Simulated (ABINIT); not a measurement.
**Dielectric calculation, with input and output: WS$_{2}$ (part 3 of 3)**

Continued. System: WS$_{2}$ (P-6m2, 3 atoms in the cell). Method: Kohn-Sham DFT of a periodic cell, LDA, PseudoDojo NC SR LDA v0.4.1 standard, no spin polarisation (ABINIT 10.8.3); cutoff 816.34 eV, 6×6×2 k-mesh, fixed occupations. The structure derives from a Materials Project entry.

Output, continued:
```
 Total localisation tensor (bohr^2) in cartesian coordinates
  WARNING : still subject to testing - especially symmetries.
      direction              matrix element
   alpha     beta       real part   imaginary part
     1        1       2.4641557048    0.0000000000
     1        2      -0.8536085757   -0.0000000000
     1        3       0.0000000000    0.0000000000
     2        1      -0.8536085757   -0.0000000000
     2        2       1.4784934229    0.0000000000
     2        3       0.0000000000    0.0000000000
     3        1       0.0000000000    0.0000000000
     3        2       0.0000000000    0.0000000000
     3        3       1.1584050806   -0.0000000000

 respfn : d/dk was computed, but no 2DTE, so no DDB output.

================================================================================
== DATASET  3 ==================================================================

--- !DatasetInfo
iteration_state: {dtset: 3, }
dimensions: {natom: 3, nkpt: 36, mband: 13, nsppol: 1, nspinor: 1, nspden: 1, mpw: 7916, }
cutoff_energies: {ecut:  30.0, pawecutdg:  -1.0, }
electrons: {nelect:   2.60000000E+01, charge:   0.00000000E+00, occopt:   1.00000000E+00, tsmear:   1.00000000E-02, }
meta: {optdriver: 1, rfelfd: 3, }
...

 mkfilename : getwfk/=0, take file _WFK from output of DATASET   1.

 mkfilename : getddk/=0, take file _1WF from output of DATASET   2.

 Exchange-correlation functional for the present dataset will be:
  LDA: Perdew-Wang 92 LSD fit to Ceperley-Alder data - ixc=7
  J.P.Perdew and Y.Wang, PRB 45, 13244 (1992)

 Real(R)+Recip(G) space primitive vectors, cartesian coordinates (Bohr,Bohr^-1):
 R(1)=  6.0159740  0.0000000  0.0000000  G(1)=  0.1662241  0.0959695  0.0000000
 R(2)= -3.0079870  5.2099863  0.0000000  G(2)=  0.0000000  0.1919391  0.0000000
 R(3)=  0.0000000  0.0000000 32.0319499  G(3)=  0.0000000  0.0000000  0.0312188
 Unit cell volume ucvol=  1.0039820E+03 bohr^3
 Angles (23,13,12)=  9.00000000E+01  9.00000000E+01  1.20000000E+02 degrees
 setup1 : take into account q-point for computing boxcut.

 getcut: wavevector=  0.0000  0.0000  0.0000  ngfft=  30  30 160
         ecut(hartree)=     30.000   => boxcut(ratio)=   2.02400
--------------------------------------------------------------------------------

 ==>  initialize data related to q vector <==

 The list of irreducible perturbations for this q vector is:
    1)    idir= 1    ipert=   5
    2)    idir= 3    ipert=   5

================================================================================

 The perturbation idir=   2  ipert=   5 is
 symmetric of a previously calculated perturbation.
 So, its SCF calculation is not needed.

--------------------------------------------------------------------------------
 Perturbation wavevector (in red.coord.)   0.000000  0.000000  0.000000
 Perturbation : homogeneous electric field along direction   1
 The set of symmetries contains only one element for this perturbation.
 symkpt : not enough symmetry to change the number of k points.

--------------------------------------------------------------------------------

--------------------------------------------------------------------------------

 Initialisation of the first-order wave-functions :
  ireadwf=   0

--- !BeginCycle
iteration_state: {dtset: 3, }
solver: {iscf: 7, nstep: 80, nline: 4, wfoptalg: 0, }
tolerances: {tolvrs: 1.00E-08, }
...

     iter   2DEtotal(Ha)        deltaE(Ha) residm    vres2
-ETOT  1  -554.10882836035     -5.541E+02 1.282E+02 2.846E+04
 ETOT  2  -586.29552515350     -3.219E+01 1.788E+00 4.048E+03
 ETOT  3  -589.53581322506     -3.240E+00 9.960E-02 1.014E+02
 ETOT  4  -589.58432015641     -4.851E-02 2.750E-02 1.258E+02
 ETOT  5  -589.60476493980     -2.044E-02 4.102E-03 2.862E+01
 ETOT  6  -589.60968001369     -4.915E-03 1.217E-03 3.411E-02
 ETOT  7  -589.60997274908     -2.927E-04 2.884E-04 5.305E-02
 ETOT  8  -589.61004694762     -7.420E-05 7.785E-05 2.336E-03
 ETOT  9  -589.61006574453     -1.880E-05 2.084E-05 3.494E-03
 ETOT 10  -589.61007079457     -5.050E-06 5.472E-06 1.078E-03
 ETOT 11  -589.61007210485     -1.310E-06 1.568E-06 9.962E-04
 ETOT 12  -589.61007251719     -4.123E-07 3.851E-07 5.074E-05
 ETOT 13  -589.61007262227     -1.051E-07 1.333E-07 1.744E-05
 ETOT 14  -589.61007265087     -2.860E-08 2.771E-08 1.241E-06
 ETOT 15  -589.61007265868     -7.812E-09 1.064E-08 4.750E-07
 ETOT 16  -589.61007266080     -2.124E-09 2.047E-09 1.312E-07
 ETOT 17  -589.61007266133     -5.236E-10 7.258E-10 8.508E-09

 At SCF step   17       vres2   =  8.51E-09 < tolvrs=  1.00E-08 =>converged.
-open ddk wf file :runo_DS2_1WF10
-open ddk wf file :runo_DS2_1WF11
-open ddk wf file :runo_DS2_1WF12
================================================================================

 ----iterations are completed or convergence reached----

 Mean square residual over all n,k,spin=   31.651E-13; max=  72.579E-11

 2DEtotal=   -0.5896100727E+03 Ha. Also 2DEtotal=   -0.160441074217E+05 eV
    (  non-var. 2DEtotal :   -5.8960995744E+02 Ha)

--------------------------------------------------------------------------------
 Perturbation wavevector (in red.coord.)   0.000000  0.000000  0.000000
 Perturbation : homogeneous electric field along direction   3
 The set of symmetries contains only one element for this perturbation.
 symkpt : not enough symmetry to change the number of k points.

--------------------------------------------------------------------------------

--------------------------------------------------------------------------------

 Initialisation of the first-order wave-functions :
  ireadwf=   0

--- !BeginCycle
iteration_state: {dtset: 3, }
solver: {iscf: 7, nstep: 80, nline: 4, wfoptalg: 0, }
tolerances: {tolvrs: 1.00E-08, }
...

     iter   2DEtotal(Ha)        deltaE(Ha) residm    vres2
-ETOT  1   41.537076876880      4.154E+01 1.219E-01 1.515E+06
 ETOT  2   54.704689971461      1.317E+01 2.667E-01 1.528E+06
 ETOT  3 -0.48143891930164     -5.519E+01 8.272E-02 3.055E+04
 ETOT  4  -1.2573571114099     -7.759E-01 1.557E-03 3.361E+03
 ETOT  5  -1.3189635566818     -6.161E-02 1.982E-04 6.518E+01
 ETOT  6  -1.3192627495407     -2.992E-04 4.317E-06 7.494E+00
 ETOT  7  -1.3194397736474     -1.770E-04 9.929E-07 1.654E+00
 ETOT  8  -1.3194345884990      5.185E-06 1.526E-07 1.192E+00
 ETOT  9  -1.3194548989821     -2.031E-05 8.276E-08 8.526E-02
 ETOT 10  -1.3194573827123     -2.484E-06 5.537E-09 8.997E-03
 ETOT 11  -1.3194576720463     -2.893E-07 1.603E-09 2.405E-04
 ETOT 12  -1.3194576887963     -1.675E-08 1.105E-10 1.156E-05
 ETOT 13  -1.3194576894825     -6.862E-10 1.868E-12 1.087E-05
 ETOT 14  -1.3194576898431     -3.606E-10 6.902E-13 2.856E-07
 ETOT 15  -1.3194576898493     -6.232E-12 8.831E-14 9.894E-09

 At SCF step   15       vres2   =  9.89E-09 < tolvrs=  1.00E-08 =>converged.
-open ddk wf file :runo_DS2_1WF10
-open ddk wf file :runo_DS2_1WF11
-open ddk wf file :runo_DS2_1WF12
================================================================================

 ----iterations are completed or convergence reached----

 Mean square residual over all n,k,spin=   89.244E-16; max=  88.308E-15

 2DEtotal=   -0.1319457690E+01 Ha. Also 2DEtotal=   -0.359042728337E+02 eV
    (  non-var. 2DEtotal :   -1.3194577324E+00 Ha)
================================================================================

 ---- first-order wavefunction calculations are completed ----

 ==> Compute Derivative Database <==
 The violation of the charge neutrality conditions
 by the effective charges is as follows :
    atom        electric field
 displacement     direction
       1               1       -0.076633        0.000000
       1               2        0.000000        0.000000
       1               3        0.000000        0.000000
       2               1        0.000000        0.000000
       2               2       -0.076633        0.000000
       2               3        0.000000        0.000000
       3               1        0.000000        0.000000
       3               2        0.000000        0.000000
       3               3       -0.000064        0.000000

 Effective charge tensors after
 imposition of the charge neutrality (if requested by user),
 and eventual restriction to some part :
   atom    displacement
         1         1   -6.785442E-01    0.000000E+00    0.000000E+00
         1         2    1.291796E-16   -6.785442E-01    0.000000E+00
         1         3    0.000000E+00    0.000000E+00   -8.251723E-02
         2         1    3.392721E-01    0.000000E+00    0.000000E+00
         2         2   -6.458983E-17    3.392721E-01    0.000000E+00
         2         3    0.000000E+00    0.000000E+00    4.125861E-02
         3         1    3.392721E-01    0.000000E+00    0.000000E+00
         3         2   -6.458983E-17    3.392721E-01    0.000000E+00
         3         3    0.000000E+00    0.000000E+00    4.125861E-02
 Now, the imaginary part of the dynamical matrix is zeroed

  Dielectric tensor, in cartesian coordinates,
     j1       j2             matrix element
  dir pert dir pert     real part    imaginary part

   1    5   1    5         6.0741370367        -0.0000000000

   2    5   2    5         6.0741370366        -0.0000000000

   3    5   3    5         1.4292264230        -0.0000000000

  Effective charges, in cartesian coordinates,
  (from electric field response)
   if specified in the inputs, charge neutrality has been imposed
     j1       j2             matrix element
  dir pert dir pert     real part    imaginary part

   1    1   1    5        -0.6785441875         0.0000000000
   1    2   1    5         0.3392720949         0.0000000000
   1    3   1    5         0.3392720949         0.0000000000

   2    1   2    5        -0.6785441875         0.0000000000
   2    2   2    5         0.3392720949         0.0000000000
   2    3   2    5         0.3392720949         0.0000000000

   3    1   3    5        -0.0825172292         0.0000000000
   3    2   3    5         0.0412586146         0.0000000000
   3    3   3    5         0.0412586146         0.0000000000

== END DATASET(S) ==============================================================
================================================================================

 -outvars: echo values of variables after computation  --------
            acell      6.0159740287E+00  6.0159740285E+00  3.2031949888E+01 Bohr
           etotal1    -9.8137666521E+01
           etotal2    -1.0111505986E+00
           etotal3    -1.3194576898E+00
            fcart1     1.0443593712E-28 -3.3593550573E-28 -0.0000000000E+00
                      -7.4597097946E-30 -6.4602981871E-29 -8.2973135405E-03
                      -9.6976227330E-29  4.0053848760E-28  8.2973135405E-03
            fcart3     0.0000000000E+00  0.0000000000E+00  0.0000000000E+00
                       0.0000000000E+00  0.0000000000E+00  0.0000000000E+00
                       0.0000000000E+00  0.0000000000E+00  0.0000000000E+00
            rprim      1.0000000000E+00  0.0000000000E+00  0.0000000000E+00
                      -5.0000000000E-01  8.6602540380E-01  0.0000000000E+00
                       0.0000000000E+00  0.0000000000E+00  1.0000000000E+00
           strten1     8.7584084606E-05  8.7584084628E-05  5.0626809045E-05
                       0.0000000000E+00  0.0000000000E+00 -1.4952836667E-14
           strten3     0.0000000000E+00  0.0000000000E+00  0.0000000000E+00
                       0.0000000000E+00  0.0000000000E+00  0.0000000000E+00
           xangst      0.0000000000E+00  0.0000000000E+00  0.0000000000E+00
                       3.3333392411E-11  1.8380040246E+00  1.5594618107E+00
                       3.3333392411E-11  1.8380040246E+00  1.5391116079E+01
             xred      0.0000000000E+00  0.0000000000E+00  0.0000000000E+00
                       3.3333333333E-01  6.6666666667E-01  9.2000510000E-02
                       3.3333333333E-01  6.6666666667E-01  9.0799949000E-01
 Calculation completed.
```

File anaddb.abo:
```
.Version 10.8.3 of ANADDB
================================================================================

 -outvars_anaddb: echo values of input variables ----------------------

 Flags :
     dieflag         2
 Miscellaneous information :
         asr         1

================================================================================

 read the DDB information and perform some checks

  ==== Info on the Cryst% object ====
 Real(R)+Recip(G) space primitive vectors, cartesian coordinates (Bohr,Bohr^-1):
 R(1)=  6.0159740  0.0000000  0.0000000  G(1)=  0.1662241  0.0959695  0.0000000
 R(2)= -3.0079870  5.2099863  0.0000000  G(2)=  0.0000000  0.1919391  0.0000000
 R(3)=  0.0000000  0.0000000 32.0319499  G(3)=  0.0000000  0.0000000  0.0312188
 Unit cell volume ucvol=  1.0039820E+03 bohr^3
 Angles (23,13,12)=  9.00000000E+01  9.00000000E+01  1.20000000E+02 degrees
 Time-reversal symmetry is present
 Reduced atomic positions [iatom, xred, symbol]:
    1)    0.0000000  0.0000000  0.0000000   W
    2)    0.3333333  0.6666667  0.0920005   S
    3)    0.3333333  0.6666667  0.9079995   S

 DDB file with 3 blocks has been read.

================================================================================

 Dielectric Tensor and Effective Charges

 anaddb : Zero the imaginary part of the Dynamical Matrix at Gamma,
   and impose the ASR on the effective charges

 The violation of the charge neutrality conditions
 by the effective charges is as follows :
    atom        electric field
 displacement     direction
       1               1       -0.076633        0.000000
       1               2        0.000000        0.000000
       1               3        0.000000        0.000000
       2               1        0.000000        0.000000
       2               2       -0.076633        0.000000
       2               3        0.000000        0.000000
       3               1        0.000000        0.000000
       3               2        0.000000        0.000000
       3               3       -0.000064        0.000000

 Effective charge tensors after
 imposition of the charge neutrality (if requested by user),
 and eventual restriction to some part :
   atom    displacement
         1         1   -6.785442E-01    0.000000E+00    0.000000E+00
         1         2    7.100406E-17   -6.785442E-01    0.000000E+00
         1         3    0.000000E+00    0.000000E+00   -8.251723E-02
         2         1    3.392721E-01    0.000000E+00    0.000000E+00
         2         2   -3.550203E-17    3.392721E-01    0.000000E+00
         2         3    0.000000E+00    0.000000E+00    4.125861E-02
         3         1    3.392721E-01    0.000000E+00    0.000000E+00
         3         2   -3.550203E-17    3.392721E-01    0.000000E+00
         3         3    0.000000E+00    0.000000E+00    4.125861E-02
 Now, the imaginary part of the dynamical matrix is zeroed

================================================================================

 anaddb : the run completed successfully.
```

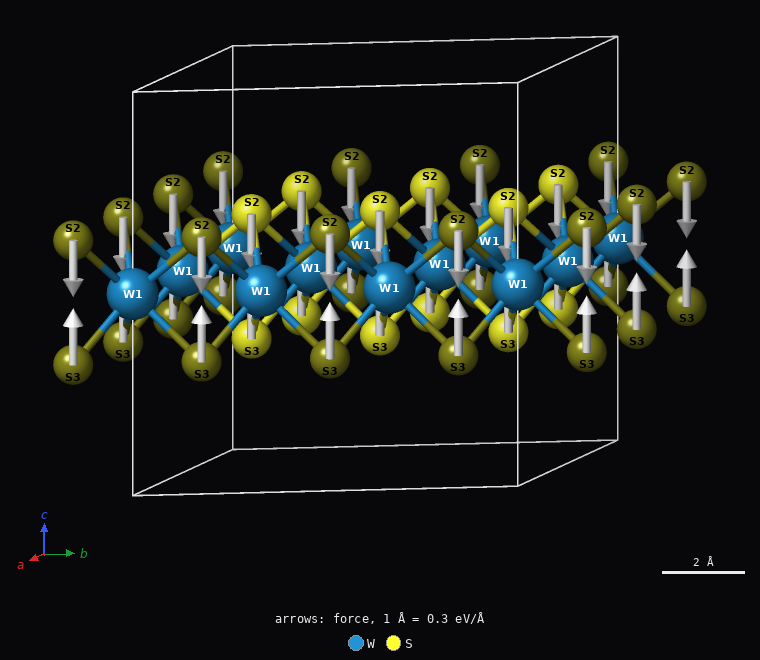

**Figure 1.** Forces on the atoms as white arrows (ball-and-stick view of the 2 × 3 repeat of the cell, with the vacuum cut short, seen slightly off an axis; neighbours outside the cell are drawn fainter; atoms are numbered from 1 in the order of the input). The largest act on S2, S3 (0.43 eV/Å). The geometry is not a stationary point of this energy.

The run was set up as follows.

Input:
```
# Datasets
ndtset 3

# Pseudopotentials
pp_dirpath "./"
pseudos "W.upf, S.upf"

# Structure
acell 3.1835163552 3.1835163551 16.95057789 Angstrom
rprim
     1.0000000000     0.0000000000     0.0000000000
    -0.5000000000     0.8660254038     0.0000000000
     0.0000000000     0.0000000000     1.0000000000
ntypat 2
znucl 74 16
natom 3
typat 1 2 2
xred
            0.0            0.0            0.0
            1/3            2/3   0.0920005100
            1/3            2/3   0.9079994900

# Plane-wave basis
ecut 30.0

# k points
ngkpt 6 6 2
nshiftk 1
shiftk 0.0 0.0 0.5

# Exchange and correlation
ixc 7

# Bands and occupations
nband 13
occopt 1

# SCF cycle
nstep 80
diemac 6.0

# Output
prteig 0
prtebands 0
prtwf 0
prtden 0
prtpot 0

# Dataset 1: ground state
kptopt1 1
tolvrs1 1.0e-15
prtwf1 1

# Dataset 2: derivatives of the wave functions by k
iscf2 -3
rfelfd2 2
rfdir2 1 1 1
getwfk2 1
kptopt2 2
nqpt2 1
qpt2 0.0 0.0 0.0
tolwfr2 1.0e-18
prtwf2 1

# Dataset 3: response at q = 0 to electric field
rfelfd3 3
rfdir3 1 1 1
getwfk3 1
getddk3 2
kptopt3 2
nqpt3 1
qpt3 0.0 0.0 0.0
tolvrs3 1.0e-8
```

File mrgddb.in:
```
merged_DDB
WS2
2
runo_DS1_DDB
runo_DS3_DDB
```

File anaddb.abi:
```
ddb_filepath "merged_DDB"
output_file "anaddb.abo"
outdata_prefix "ana"
asr 1
chneut 1
dipdip 1
dieflag 2
enunit 0
```

Launched with:
```bash
abinit run.abi > log 2>&1
mrgddb < mrgddb.in > mrgddb.log 2>&1
anaddb anaddb.abi > anaddb.log 2>&1
```

Key numbers:

| quantity | value |
| --- | --- |
| outcome | converged |
| space group (tolerance 0.01 Å) | P-6m2 (187) |
| electrons treated | 26 |
| free energy | −2670.4619 eV |
| Fermi energy | −0.746 eV |
| pressure | −2.21 GPa |
| largest force (length of the vector) | 0.427 eV/Å |
| ε∞ (xx, yy, zz) | 6.07, 6.07, 1.43 |
| Born charges (mean of the diagonal) | W1 (−0.48 e); S2, S3 (0.24 e) |
| hardware | 1 thread of Arm Neoverse V2, 112 GiB of memory available, shared host |
| wall time | 18 min |
| peak memory | 0.27 GiB |

Notes:

Spin–orbit coupling is left out, which matters for W.
